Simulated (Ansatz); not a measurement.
A series of calculations on H₁₂C₃N₄

Part 1: Relaxation

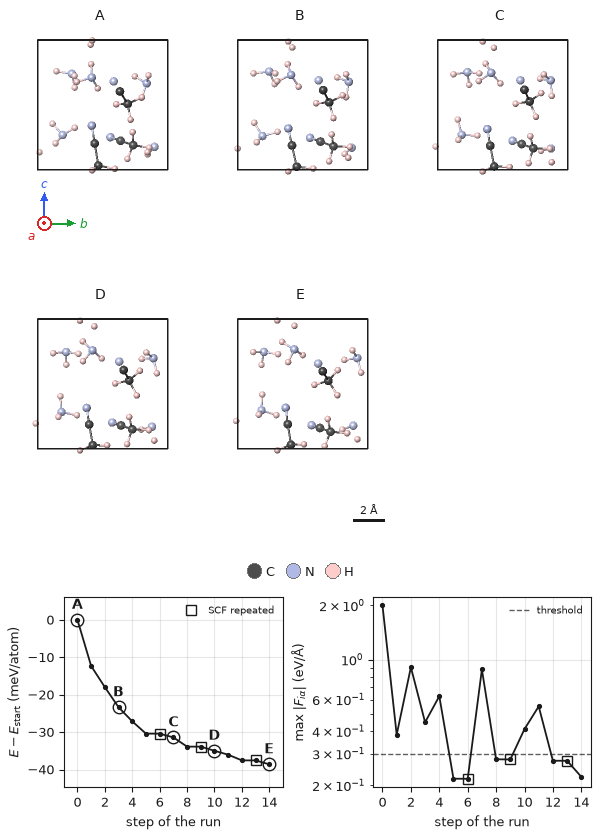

Frames of a relaxation of an amorphous cell of composition H₁₂C₃N₄, marked on the history of the run. Style: ball-and-stick. Shown: the cell of the calculation, along the a axis.

The cell holds 3 CH3CN + 5 NH3. The run prepares the start of a later molecular dynamics calculation, from a guessed geometry.

Method: DFT PBE, scalar-relativistic, plane waves, PAW (Ansatz).

Input file:
```yaml
accuracy: low
crystal:
  lattice:
    - [8.400453, 0.0, 0.0]
    - [0.0, 8.400453, 0.0]
    - [0.0, 0.0, 8.400453]
  atoms:
    - { symbol: C, position: [0.8174351, 0.4667428, 0.0331838] }
    - { symbol: C, position: [0.7923398, 0.4389588, 0.2030015] }
    - { symbol: "N", position: [0.7720972, 0.4165474, 0.339982] }
    - { symbol: H, position: [0.8142684, 0.594142, 0.0077936] }
    - { symbol: H, position: [0.9329234, 0.4196057, -0.0032278] }
    - { symbol: H, position: [0.7244628, 0.4079029, -0.0359484] }
    - { symbol: C, position: [0.5201499, 0.7353315, 0.190005] }
    - { symbol: C, position: [0.3800775, 0.6380208, 0.2239185] }
    - { symbol: "N", position: [0.2670905, 0.5595269, 0.2512741] }
    - { symbol: H, position: [0.6028189, 0.7311102, 0.2901712] }
    - { symbol: H, position: [0.5806449, 0.6911205, 0.0838401] }
    - { symbol: H, position: [0.4849856, 0.8587929, 0.1698556] }
    - { symbol: C, position: [0.861102, 0.6926135, 0.5078967] }
    - { symbol: C, position: [0.9935987, 0.6332246, 0.6035906] }
    - { symbol: "N", position: [1.1004749, 0.5853195, 0.6807804] }
    - { symbol: H, position: [0.8154632, 0.8032422, 0.5585291] }
    - { symbol: H, position: [0.9005396, 0.7153545, 0.3861889] }
    - { symbol: H, position: [0.7651445, 0.6050345, 0.5051893] }
    - { symbol: "N", position: [0.4933637, 0.8397115, 0.6661644] }
    - { symbol: H, position: [0.5970854, 0.853249, 0.7270683] }
    - { symbol: H, position: [0.4342303, 0.7485443, 0.7194798] }
    - { symbol: H, position: [0.5236188, 0.8006622, 0.5556631] }
    - { symbol: "N", position: [0.1242145, 0.1921586, 0.2683301] }
    - { symbol: H, position: [0.1771214, 0.2856, 0.3241899] }
    - { symbol: H, position: [0.0917525, 0.1144626, 0.35528] }
    - { symbol: H, position: [0.2109838, 0.1372355, 0.2042576] }
    - { symbol: "N", position: [0.0126688, 0.8996405, 0.1764867] }
    - { symbol: H, position: [0.008718, 1.013787, 0.1364153] }
    - { symbol: H, position: [0.1051515, 0.8466186, 0.1191597] }
    - { symbol: H, position: [-0.0878785, 0.8458247, 0.1359301] }
    - { symbol: "N", position: [0.5678815, 0.4158019, 0.7106082] }
    - { symbol: H, position: [0.5883853, 0.3010949, 0.6778568] }
    - { symbol: H, position: [0.5056291, 0.4109895, 0.8143011] }
    - { symbol: H, position: [0.4925875, 0.4619063, 0.6278075] }
    - { symbol: "N", position: [0.0997829, 0.2630464, 0.7394392] }
    - { symbol: H, position: [0.0461461, 0.2848822, 0.6331516] }
    - { symbol: H, position: [0.2179035, 0.2835897, 0.7228186] }
    - { symbol: H, position: [0.0883921, 0.1442325, 0.7595454] }
basis:
  ecutwfc: 420.0
kpoints:
  mp_grid: { grid: [1, 1, 1] }
hamiltonian:
  xc: pbe
scf:
  occupations: { method: fermi_dirac, width: 0.02 }
  lower_state_search: "off"
relax:
  f_tol: 0.3
  max_steps: 15
  adjacent_minimum: "off"
output:
  write_density: true
  write_potential: true
  elf: true
  volumetric_format: npy
```

Command:
```bash
ansatz run input.yaml --threads 1 --pin off --max-ram 3072MiB --backend cpu --events-out ev --progress --plain --runs-dir out
```

What happens along the run?

The largest move is that of H22, 1.40 Å roughly along [−1 3 1]. By element the largest moves are H 1.40 Å, N 0.98 Å, C 0.57 Å. The cell stays as it was. Near-neighbour distances that change, for instance: C13–H17 1.092 → 1.108 Å, C14–N15 1.178 → 1.163 Å, C13–C14 1.461 → 1.447 Å, N19–H20 1.017 → 1.029 Å. Over 11 accepted moves (14 points after the start) the energy falls by 38.6 meV per atom. Largest force component: 2 eV/Å at the start, 0.22 eV/Å at the end. 3 steps only repeated the SCF at the same geometry. The forces were under the threshold at step 5, but the run went on from there. From step 0 to 3: N15 moves most (0.43 Å), energy −23.4 meV per atom. From step 3 to 7: H atoms move most (0.48 Å), energy −8.1 meV per atom. From step 7 to 10: H34 moves most (0.38 Å), energy −3.6 meV per atom. From step 10 to 14: H20 moves most (0.49 Å), energy −3.6 meV per atom.

| step | E − E(0), meV/atom | largest force component, eV/Å | note |
| --- | --- | --- | --- |
| 0 | 0.00 | 2.0002 |  |
| 1 | -12.34 | 0.3826 |  |
| 2 | -17.99 | 0.9069 |  |
| 3 | -23.37 | 0.4485 |  |
| 4 | -27.13 | 0.6261 |  |
| 5 | -30.41 | 0.2179 |  |
| 6 | -30.41 | 0.2176 | same geometry, SCF repeated |
| 7 | -31.42 | 0.8818 |  |
| 8 | -33.89 | 0.2794 |  |
| 9 | -33.89 | 0.2787 | same geometry, SCF repeated |
| 10 | -35.00 | 0.4112 |  |
| 11 | -36.05 | 0.5495 |  |
| 12 | -37.57 | 0.2741 |  |
| 13 | -37.57 | 0.2742 | same geometry, SCF repeated |
| 14 | -38.62 | 0.2232 |  |

Limits of the set-up: the program's low-accuracy preset was used; the periodic images lie only 8.4 Å apart, so the values are limited by the cell's size.

Part 2: Dynamics

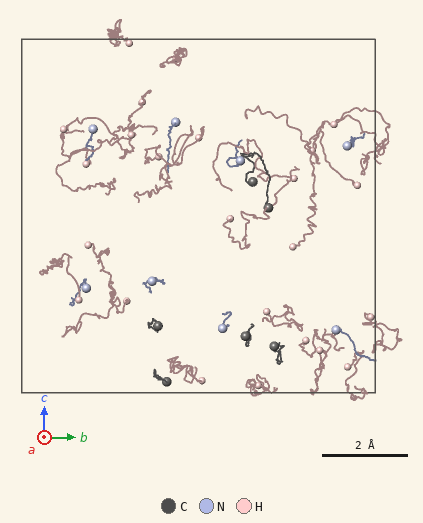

First-principles dynamics of a periodic cell with 3 CH3CN + 5 NH3 at 0.584 g/cm³, 225 fs long. Lines trace each atom's path, in the colour of its element; spheres stand at the starting positions. Seen along the a axis in the simulation cell.

These are results of DFT PBE, scalar-relativistic, plane waves, PAW in Ansatz, not measurements. Set-up: plane-wave cutoff 420 eV; k-point mesh 1 × 1 × 1; Fermi-Dirac smearing 0.02 eV; low-accuracy preset; Langevin thermostat (NVT); set temperature 500 K; time step 0.75 fs; friction 0.02 per fs.

What do the traces tell about the motion?

In the second half of the run the atoms are, in the root-mean-square, this far from where they began (common drift taken out): H 1.31 Å, N 0.67 Å, C 0.60 Å. The heavy atoms stay within a fraction of a molecule's size of their starting places, while the hydrogen atoms travel further, as molecules turn; so short a run doesn't tell a liquid from a solid.

Limits of the set-up: the program's low-accuracy preset was used; the periodic images lie only 8.4 Å apart, so the values are limited by the cell's size.

Cost: 17 min on 1 thread of Arm Neoverse V1, on a shared host, peak memory 0.53 GiB.

Part 3: Energy conservation

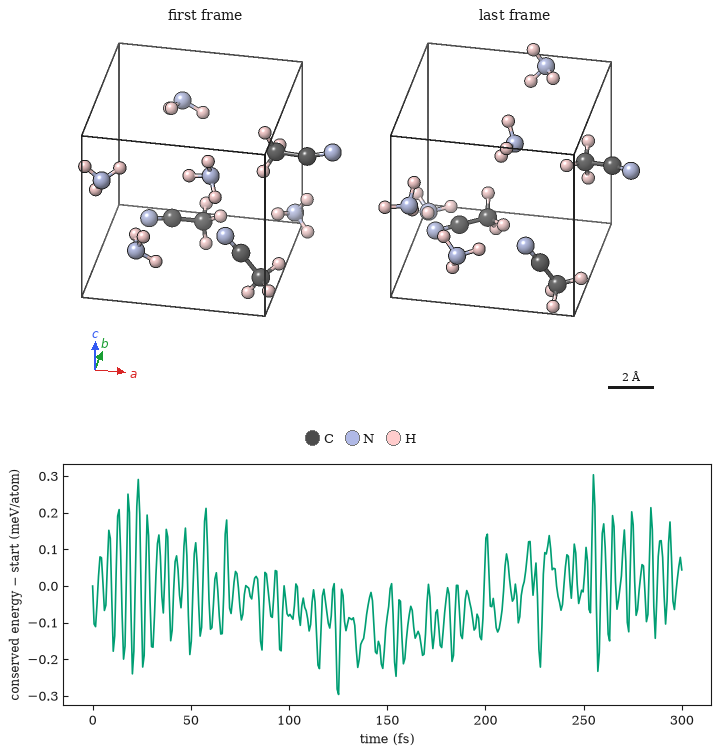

A Born-Oppenheimer molecular dynamics run of a periodic cell with 3 CH3CN + 5 NH3 at 0.584 g/cm³, 300 fs long. It starts from the last geometry of an earlier run, with fresh velocities. The picture is a ball-and-stick view of the simulation cell, seen from a free direction.

The calculation used DFT PBE, scalar-relativistic, plane waves, PAW in Ansatz 0.2.0. Settings: plane-wave cutoff 420 eV; k-point mesh 1 × 1 × 1; Fermi-Dirac smearing 0.02 eV; low-accuracy preset; Nosé-Hoover thermostat (NVT); set temperature 500 K; time step 0.75 fs; thermostat time 50.0 fs.

Input file:
```yaml
accuracy: low
crystal:
  lattice:
    - [8.400453, 0.0, 0.0]
    - [0.0, 8.400453, 0.0]
    - [0.0, 0.0, 8.400453]
  atoms:
    - { symbol: C, position: [0.89221101, 0.39455586, -0.00458204] }
    - { symbol: C, position: [0.78456661, 0.39200821, 0.13526707] }
    - { symbol: "N", position: [0.70315894, 0.370445, 0.2441945] }
    - { symbol: H, position: [0.96928811, 0.49829809, 0.02919735] }
    - { symbol: H, position: [0.95627659, 0.29022396, -0.02096619] }
    - { symbol: H, position: [0.81984259, 0.40425033, -0.11135509] }
    - { symbol: C, position: [0.50792533, 0.73956422, 0.09966481] }
    - { symbol: C, position: [0.35482833, 0.65729112, 0.14950935] }
    - { symbol: "N", position: [0.24578345, 0.57866725, 0.1805908] }
    - { symbol: H, position: [0.60989313, 0.70164316, 0.16569344] }
    - { symbol: H, position: [0.5255227, 0.72443689, -0.02591537] }
    - { symbol: H, position: [0.49784868, 0.86586107, 0.13800467] }
    - { symbol: C, position: [0.92142, 0.6611208, 0.62356931] }
    - { symbol: C, position: [1.09735334, 0.62769605, 0.63461114] }
    - { symbol: "N", position: [1.23528538, 0.63357203, 0.67226472] }
    - { symbol: H, position: [0.86298589, 0.60423487, 0.52802638] }
    - { symbol: H, position: [0.86323833, 0.64520025, 0.74393152] }
    - { symbol: H, position: [0.91388207, 0.79392674, 0.58898915] }
    - { symbol: "N", position: [0.34564334, 0.9797341, 0.6913921] }
    - { symbol: H, position: [0.45885603, 0.97239701, 0.63374555] }
    - { symbol: H, position: [0.26634669, 1.02513465, 0.60787878] }
    - { symbol: H, position: [0.30952511, 0.86201138, 0.70634729] }
    - { symbol: "N", position: [0.26130273, 0.15092373, 0.22794346] }
    - { symbol: H, position: [0.36497578, 0.17302382, 0.15949283] }
    - { symbol: H, position: [0.23687509, 0.2613956, 0.26176837] }
    - { symbol: H, position: [0.30816278, 0.11776459, 0.33763173] }
    - { symbol: "N", position: [-0.04687627, 1.0120713, 0.04886818] }
    - { symbol: H, position: [0.02022135, 1.00230947, 0.14370477] }
    - { symbol: H, position: [-0.1227118, 0.92103627, 0.08442093] }
    - { symbol: H, position: [0.03264715, 0.95473243, -0.02755226] }
    - { symbol: "N", position: [0.61293586, 0.42194733, 0.57564723] }
    - { symbol: H, position: [0.6536357, 0.34000477, 0.49499272] }
    - { symbol: H, position: [0.60780068, 0.37957329, 0.6887114] }
    - { symbol: H, position: [0.49290398, 0.43446934, 0.5558418] }
    - { symbol: "N", position: [0.06551325, 0.19260203, 0.61547736] }
    - { symbol: H, position: [0.02104094, 0.24769651, 0.52150464] }
    - { symbol: H, position: [-0.02478997, 0.18504957, 0.69547544] }
    - { symbol: H, position: [0.1514313, 0.25756454, 0.66546493] }
basis:
  ecutwfc: 420.0
kpoints:
  mp_grid: { grid: [1, 1, 1] }
hamiltonian:
  xc: pbe
scf:
  occupations: { method: fermi_dirac, width: 0.02 }
  lower_state_search: "off"
md:
  timestep: 0.75
  n_steps: 400
  ensemble: nvt_nose_hoover
  temperature: 500.0
  initial_velocities: maxwell_boltzmann
  seed: 168545
  nose_hoover: { tau: 50.0, chain_length: 3 }
```

Run as
```bash
ansatz run input.yaml --threads 1 --pin off --max-ram 3072MiB --backend cpu --events-out ev --progress --plain --runs-dir out
```

How well is the energy conserved, and can the run be trusted?

Answer. The conserved quantity stays between −0.3 and 0.3 meV per atom of its start. A straight-line fit has a slope that amounts to +0.028 meV per atom over 300 fs (under 0.1 % of the mean kinetic energy), and the ripple about it is 1.3 % of the kinetic energy's fluctuation. With a drift under 2 % and a ripple under 7 %, the integration is accurate. The mean temperature in the second half is 475 K (standard deviation 74 K). The potential energy in the second half lies on average 4.4 meV per atom below the first frame.

Limits of the set-up: the program's low-accuracy preset was used; the periodic images lie only 8.4 Å apart, so the values are limited by the cell's size.

Cost: 20 min on 1 thread of Arm Neoverse V1, with other jobs on the host, peak memory 0.53 GiB.
